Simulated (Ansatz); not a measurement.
# How the conductance of NiSi2/Si/CoSi2 changes with thickness, part 2 of 7

Aim: the conductance of NiSi2/Si/CoSi2 junctions as the barrier thickens. The lower electrode is NiSi2 fluorite(111) turned by 180 degrees (type B), the upper one CoSi2 fluorite(111) turned by 180 degrees (type B); the barrier is Si diamond(111) (whole bilayers). In the first transport cell, after relaxation, the nearest pair of electrode and barrier is Si–Si at 2.37 Å, along the normal, at the lower face and Si–Si at 2.39 Å, along the normal, at the upper one. All share a net of side 3.84 Å, which strains the lower electrode by +0.0 %, the upper one by +1.3 % and the barrier by -0.7 %, against typed lattice constants near PBE's. The first steps treat the bulk electrodes alone.

Ansatz 0.2.0; PBE DFT, plane waves, PAW files (the session's first sound run).

So far: The starting structure; Layer spacing of the electrode.

## (3) The strained electrode

System of this step: CoSi2. Symmetry: R-3m, No. 166, trigonal system. The conventional cell has a = 3.840 Å, b = 3.840 Å, c = 9.198 Å, α = 90.00°, β = 90.00°, γ = 120.00°. Si has 4 Co at 2.30 to 2.35 Å nearest. Co has 8 Si at 2.30 to 2.35 Å nearest. Farther neighbours are not listed.

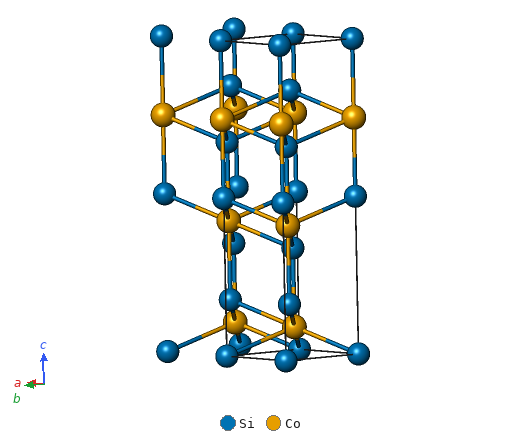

The cell of this step (silicon blue, cobalt orange). Bonds to atoms that aren't drawn are left out. 2×1×1 cells are drawn. Some periodic images of atoms are drawn too.

The electrode is held to the junction's net and relaxed along the normal; its spacing is used for the ideal lead layers.

The input, input.yaml:

```yaml
crystal:
  lattice:
    - [3.84, 0.0, 0.0]
    - [-1.92, 3.3255375505, 0.0]
    - [0.0, 0.0, 9.19821853]
  atoms:
    - { symbol: Si, position: [0.0, 0.0, 0.0] }
    - { symbol: Co, position: [0.6666666667, 0.3333333333, 0.0833333333] }
    - { symbol: Si, position: [0.3333333333, 0.6666666667, 0.1666666667] }
    - { symbol: Si, position: [0.6666666667, 0.3333333333, 0.3333333333] }
    - { symbol: Co, position: [0.3333333333, 0.6666666667, 0.4166666667] }
    - { symbol: Si, position: [0.0, 0.0, 0.5] }
    - { symbol: Si, position: [0.3333333333, 0.6666666667, 0.6666666667] }
    - { symbol: Co, position: [0.0, 0.0, 0.75] }
    - { symbol: Si, position: [0.6666666667, 0.3333333333, 0.8333333333] }
kpoints:
  mp_grid: { grid: [12, 12, 3] }
scf:
  occupations: { method: fermi_dirac, width: 0.1 }
  max_iter: 150
hamiltonian:
  xc: pbe
relax:
  f_tol: 0.01
  max_steps: 40
  cell: { fix: [a, b, angles] }
```

Launch:

```bash
$ ansatz run input.yaml --threads 8 --pin off --max-ram 24576MiB --backend cpu --events-out ev --progress --plain --runs-dir out
```

Numbers of over 12 decimals in the logs are rounded to 6 here.

Output:

```text
[...]
Crystal: 9 atoms, lattice volume = 117.462 Å³
Basis set: ecut = 420 eV, 2275 PW (Γ), exchange–correlation on 54×54×128 points (8 copies of the dense FFT grid, shifted against one another)
Bands: 47, of which v1, the nominal top of the filled ones, is band 38 counted from 1 (37 counted from 0)
Symmetry: 36 space group operations
[...]
k-points: 50 of 432
[...]
SCF iter   1: F=—  HF=-19197.546929 eV  |F-HF|=—  |Δ(HF+E_count)|=         —  Δρ=4.37e-3  dr2=2.39e-2  ethr=1.77e-3  ⟨swp⟩=7.4  Hψ=9981  notcnv=0  defer=8
[...]
SCF iter   9: F=-19197.546688 eV  HF=-19197.546688 eV  |F-HF|=2.48e-8  |Δ(HF+E_count)|=   7.10e-9  Δρ=5.97e-6  dr2=2.88e-8  ethr=1.33e-10  ⟨swp⟩=3.9  Hψ=6764  notcnv=0
SCF 1 converged in 9 iterations: F = -19197.546688 eV  dr2 = 2.88e-8
[...]
relax step   1: F+E_penalty+E_count = -19197.54668815 eV  Δ(F+E_penalty+E_count) = +0.000e0 eV  max|allowed force component| = 2.278e-1 eV/Å  Δτ_max = 0.0000 Å  P = -2.777 GPa  Ω = 117.462 Å³  fix = [a, b, alpha, beta, gamma]  reactions: a -4.967, b -4.967 GPa  (9 SCF iters, dr2 threshold 1.00e-7 eV, accepted)
Crystal: 9 atoms, lattice volume = 117.470 Å³
[...]
SCF iter   6: F=-19197.554999 eV  HF=-19197.554999 eV  |F-HF|=8.37e-11  |Δ(HF+E_count)|=   1.03e-9  Δρ=9.23e-7  dr2=7.07e-10  ethr=1.05e-11  ⟨swp⟩=1.2  Hψ=6154  notcnv=0
SCF 2 converged in 6 iterations: F = -19197.554999 eV  dr2 = 7.07e-10
relax step   2: F+E_penalty+E_count = -19197.55499907 eV  Δ(F+E_penalty+E_count) = -8.311e-3 eV  max|allowed force component| = 1.411e-1 eV/Å  Δτ_max = 0.0075 Å  P = -2.832 GPa  Ω = 117.470 Å³  energy of the carried Pulay correction = -3.354e-6 eV  fix = [a, b, alpha, beta, gamma]  reactions: a -4.714, b -4.714 GPa  (6 SCF iters, dr2 threshold 9.00e-7 eV, accepted)
Crystal: 9 atoms, lattice volume = 117.343 Å³
[...]
SCF iter   6: F=-19197.560207 eV  HF=-19197.560207 eV  |F-HF|=4.62e-9  |Δ(HF+E_count)|=   1.16e-8  Δρ=2.42e-6  dr2=1.06e-8  ethr=7.93e-11  ⟨swp⟩=2.0  Hψ=7031  notcnv=0
SCF 3 converged in 6 iterations: F = -19197.560207 eV  dr2 = 1.06e-8
relax step   3: F+E_penalty+E_count = -19197.56020688 eV  Δ(F+E_penalty+E_count) = -5.208e-3 eV  max|allowed force component| = 6.071e-4 eV/Å  Δτ_max = 0.0134 Å  P = -2.685 GPa  Ω = 117.343 Å³  energy of the carried Pulay correction = +5.121e-5 eV  fix = [a, b, alpha, beta, gamma]  reactions: a -4.162, b -4.162 GPa  (6 SCF iters, dr2 threshold 9.00e-7 eV, accepted)
[...]
relax step   4: F+E_penalty+E_count = -19197.56021799 eV  Δ(F+E_penalty+E_count) = -1.111e-5 eV  max|allowed force component| = 8.109e-4 eV/Å  Δτ_max = 0.0010 Å  P = -2.886 GPa  Ω = 117.483 Å³  energy of the carried Pulay correction = -9.112e-6 eV  fix = [a, b, alpha, beta, gamma]  reactions: a -4.272, b -4.272 GPa  (6 SCF iters, dr2 threshold 1.80e-7 eV, accepted)
[...]
relax step   5: F+E_penalty+E_count = -19197.56024996 eV  Δ(F+E_penalty+E_count) = -3.197e-5 eV  max|allowed force component| = 3.137e-4 eV/Å  Δτ_max = 0.0003 Å  P = -2.826 GPa  Ω = 117.441 Å³  energy of the carried Pulay correction = +9.105e-6 eV  fix = [a, b, alpha, beta, gamma]  reactions: a -4.240, b -4.240 GPa  (6 SCF iters, dr2 threshold 3.27e-8 eV, accepted)
[...]
SCF iter   8: F=-19197.560234 eV  HF=-19197.560234 eV  |F-HF|=3.64e-12  |Δ(HF+E_count)|=  7.28e-12  Δρ=7.21e-9  dr2=3.51e-14  ethr=1.00e-12  ⟨swp⟩=1.2  Hψ=4952  notcnv=0
SCF 6 converged in 8 iterations: F = -19197.560234 eV  dr2 = 3.51e-14
relax step   6: F+E_penalty+E_count = -19197.56023418 eV  Δ(F+E_penalty+E_count) = +1.578e-5 eV  max|allowed force component| = 3.141e-4 eV/Å  Δτ_max = 0.0000 Å  P = -2.826 GPa  Ω = 117.441 Å³  fix = [a, b, alpha, beta, gamma]  reactions: a -4.241, b -4.241 GPa  stress off target by 3.86e-3 GPa on what of the cell is left free  SCF on the basis re-selected at this cell (its energy is not comparable with the rows above)  (8 SCF iters)
basis re-selected at this cell: Δ(F+E_penalty+E_count) = +1.578e-5 eV, ΔP = -0.000 GPa vs the last step (what re-selecting the basis moved, of the pressure what is left beyond the Pulay correction that the steps carried, after the strain that the cell walked since its last selection, with what the two solves' SCF thresholds leave and, on support functions, any second-order correction that the steps lacked; it is no m [...]
SCF converged after 8 iterations
Free energy (F): -19197.560234 eV
[...]
Internal energy: -19197.460645 eV  (E = F + TS)
E sigma→0 (E₀):  -19197.510439 eV
Entropy (-TS):   -0.099590 eV (-11.066 meV/atom)
Fermi energy:    12.571349 eV
[...]
--- Forces (eV/Å), atoms counted from 1 ---
  atom   1  Si    -0.00000000    -0.00000000    -0.00031408
  atom   2  Co    -0.00000000     0.00000000    -0.00000000
  atom   3  Si    -0.00000000     0.00000000     0.00031408
  atom   4  Si    -0.00000000    -0.00000000    -0.00031408
  atom   5  Co     0.00000000     0.00000000     0.00000000
  atom   6  Si    -0.00000000     0.00000000     0.00031408
  atom   7  Si     0.00000000    -0.00000000    -0.00031408
  atom   8  Co     0.00000000     0.00000000     0.00000000
  atom   9  Si    -0.00000000     0.00000000     0.00031408
  max |Σ_I F_I| component: 9.87e-17 eV/Å
--- Stress (GPa, compression-positive) ---
       -4.240594      -0.000000      -0.000000
       -0.000000      -4.240594       0.000000
       -0.000000       0.000000       0.003859
  P = ⅓ Tr σ = -2.8258 GPa (-28.258 kbar)
--- Relaxed structure (5 steps of the walk, 5 accepted, 1 SCFs on fresh bases) ---
[...]
cell:  # Å, volume = 117.4406 Å³
    - [3.840000, 0, 0]
    - [-1.920000, 3.325538, 0]
    - [0, 0, 9.196558]
  atoms:
    - { symbol: Si, position: [6.70982478966989e-19, 0, 0.00218504] }
    - { symbol: Co, position: [0.666667, 0.333333, 0.083333] }
    - { symbol: Si, position: [0.333333, 0.666667, 0.164482] }
    - { symbol: Si, position: [0.666667, 0.333333, 0.335518] }
    - { symbol: Co, position: [0.333333, 0.666667, 0.416667] }
    - { symbol: Si, position: [-6.70982478966989e-19, 0, 0.497815] }
    - { symbol: Si, position: [0.333333, 0.666667, 0.668852] }
    - { symbol: Co, position: [0, 0, 0.750000] }
    - { symbol: Si, position: [0.666667, 0.333333, 0.831148] }
```

Wall time 11 s (8 threads of Arm Neoverse V2, shared host); peak memory 0.74 GiB; 80 s of CPU time.

This run has no spin polarisation, although Co can carry a moment.

Relaxation path:

| step | energy less that of the first step (eV) | largest force component (eV/Å) | pressure (GPa) | volume (Å³) |
| --- | --- | --- | --- | --- |
| 1 | 0.0000 | 0.2278 | -2.78 | 117.46 |
| 2 | -0.0083 | 0.1411 | -2.83 | 117.47 |
| 3 | -0.0135 | 0.0006 | -2.69 | 117.34 |
| 4 | -0.0135 | 0.0008 | -2.89 | 117.48 |
| 5 | -0.0136 | 0.0003 | -2.83 | 117.44 |
| 6* | -0.0135 | 0.0003 | -2.83 | 117.44 |

Relaxation steps marked * repeat the geometry before them on a plane-wave basis chosen anew for their cell, so energy and pressure can jump there.

The run keeps the 36 symmetry operations that it works with, so distortions that break them were not tested.

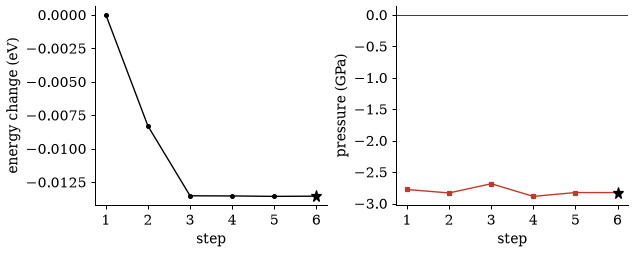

Energy and pressure along the relaxation. Stars mark steps on a basis chosen anew.

| conventional cell, symmetrised | before | after | change |
| --- | --- | --- | --- |
| a (Å) | 3.840 | 3.840 | -0.0 % |
| b (Å) | 3.840 | 3.840 | -0.0 % |
| c (Å) | 9.198 | 9.197 | -0.0 % |
| volume (Å³/atom) | 13.05 | 13.05 | -0.0 % |

The atoms that moved most (Å, as changes of fractional coordinates times the final cell):

| atom | dx | dy | dz | length |
| --- | --- | --- | --- | --- |
| Si1 | 0.000 | 0.000 | 0.020 | 0.020 |
| Si3 | 0.000 | 0.000 | -0.020 | 0.020 |
| Si4 | 0.000 | 0.000 | 0.020 | 0.020 |
| Si6 | 0.000 | 0.000 | -0.020 | 0.020 |
| Si7 | 0.000 | 0.000 | 0.020 | 0.020 |
| Si9 | 0.000 | 0.000 | -0.020 | 0.020 |

Numbers from this step:

- free energy: -19197.5602 eV
- Fermi energy: 12.57 eV
- pressure: -2.826 GPa

The relaxation ends with a largest force component of 3.1e-4 eV/Å.

(Continued in part 3 of 7.)

[Logs are printed without paths, hosts, clocks, repeated set-up lines and the standing remarks that a program may print on its own settings, such as how far it seeks lower states.]

[Hosts, paths, dates, database ids (printed as entryN), source tags and the programs' standing remarks are cut or masked in the printed files.]
